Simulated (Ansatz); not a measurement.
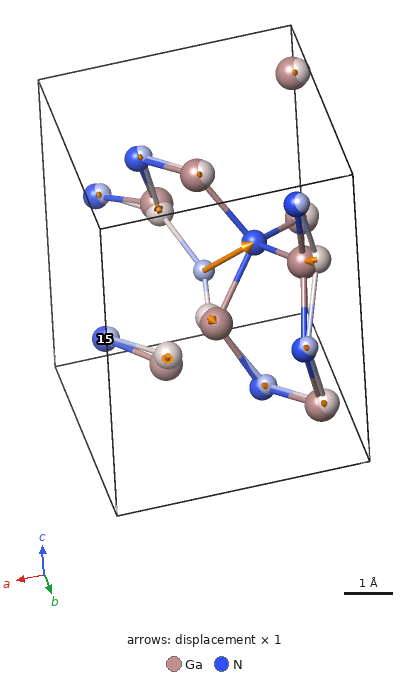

This is a relaxation of a defect cell of composition Ga8N7 (cell charge +3) (started half-way along a vacancy jump, in the symmetry of that start). The starting structure is drawn faded, the final one solid; orange arrows show the displacements, at their true length.

A ball-and-stick model of the cell of the calculation (origin shifted), seen from a free direction.

These are results of DFT PBEsol, scalar-relativistic, plane waves, PAW in Ansatz, not measurements.

The input:
```yaml
crystal:
  lattice:
    - [1.5912892447, -2.7561938213, 5.1854260772]
    - [1.5912892447, -2.7561938213, -5.1854260772]
    - [3.1825784893, 5.5123876426, 0.0]
  atoms:
    - { symbol: Ga, position: [0.8329303869, 0.8337362798, 0.1666666667] }
    - { symbol: Ga, position: [0.3329303869, 0.3337362798, 0.1666666667] }
    - { symbol: Ga, position: [0.8329303869, 0.8337362798, 0.6666666667] }
    - { symbol: Ga, position: [0.3329303869, 0.3337362798, 0.6666666667] }
    - { symbol: Ga, position: [0.9162637202, 0.4170696131, 0.3333333333] }
    - { symbol: Ga, position: [0.4162637202, 0.9170696131, 0.3333333333] }
    - { symbol: Ga, position: [0.9162637202, 0.4170696131, 0.8333333333] }
    - { symbol: Ga, position: [0.4162637202, 0.9170696131, 0.8333333333] }
    - { symbol: "N", position: [0.0212362798, 0.6454303869, 0.1666666667] }
    - { symbol: "N", position: [0.5212362798, 0.1454303869, 0.6666666667] }
    - { symbol: "N", position: [0.0212362798, 0.6454303869, 0.6666666667] }
    - { symbol: "N", position: [0.3129029465, 0.1870970535, 0.25] }
    - { symbol: "N", position: [0.6045696131, 0.7287637202, 0.3333333333] }
    - { symbol: "N", position: [0.1045696131, 0.2287637202, 0.8333333333] }
    - { symbol: "N", position: [0.6045696131, 0.7287637202, 0.8333333333] }
total_charge: 3
basis:
  ecutwfc: 420
kpoints:
  mp_grid: { grid: [4, 4, 4] }
hamiltonian:
  xc: pbesol
scf:
  occupations: { method: gaussian, width: 0.05 }
output:
  forces: true
  stress: true
  eigenvalues: true
relax:
  adjacent_minimum: "off"
  f_tol: 0.02
  max_steps: 60
  escape_saddle: false
```

Run as
```bash
ansatz run input.yaml --threads 4 --pin off --max-ram 9216MiB --backend cpu --events-out ev --progress --plain --runs-dir out
```

Which element moves most?

Nitrogen: up to 1.48 Å, against 0.33 Å for gallium.

What happened in the run?

After 11 accepted moves (12 points after the start) the energy has fallen by 22.621 eV per cell of the calculation. Largest force component: 77 eV/Å at the start, 0.0041 eV/Å at the end. 1 step only repeated the SCF at the same geometry. The largest move is that of N12, 1.48 Å roughly along [−3 0 1]. By element the largest moves are N 1.48 Å, Ga 0.33 Å. The lattice vectors keep their values. Near-neighbour distances that change, for instance: Ga5–N12 3.377 → 1.902 Å, Ga6–N12 2.143 → 3.301 Å, Ga2–N12 1.129 → 1.899 Å, Ga1–N12 2.518 → 1.934 Å. New bonds form: Ga1–N12 (2.52 → 1.93 Å), Ga4–N12 (2.52 → 1.96 Å), Ga5–N12 (3.38 → 1.90 Å). Bonds break: Ga6–N12 (2.14 → 3.30 Å). Among the angles between lasting bonds that change: Ga5–N11–Ga8 109.7° → 94.8°, Ga5–N9–Ga6 109.7° → 96.1°, Ga2–N13–Ga6 109.2° → 96.2°.

Limits of the set-up: the periodic images lie only 6.1 Å apart, so the values are limited by the cell's size; the cell is charged, on a uniform background, and energies carry no finite-size correction.
